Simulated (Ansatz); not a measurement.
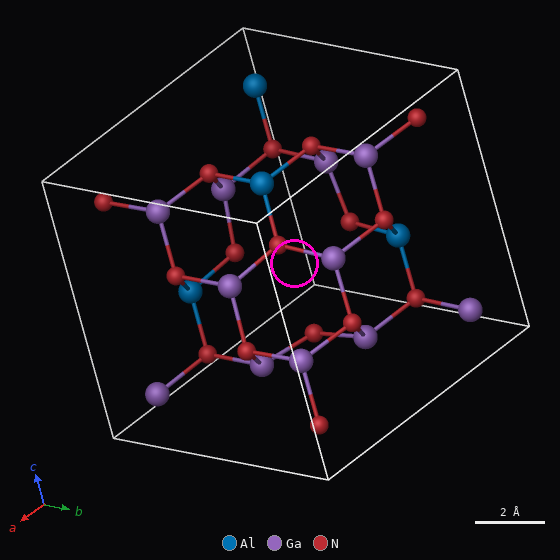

Shown here is a ball-and-stick view of the crystal, taken from a general direction. The edges of the supercell are marked. The host is AlGa3N4, in a cell of 32 sites, and the cell carries a charge of -1. A ring marks the defect's site.

Question: What imperfection does the supercell contain?

Answer: A gallium vacancy. Around the empty site lie four N at about 2.1 Å.

The calculation used DFT PBEsol, scalar-relativistic, plane waves, PAW in Ansatz 0.2.0, with an energy cutoff of 420 eV, a 2×2×2 mesh of k-points, Gaussian smearing of 0.01 eV, collinear spins.

Question: Does a spin moment come with the defect?

Answer: Yes, 2.0 μB in the cell.

The atoms were relaxed in the host's cell with Ansatz, DFT PBEsol, scalar-relativistic, plane waves, PAW.
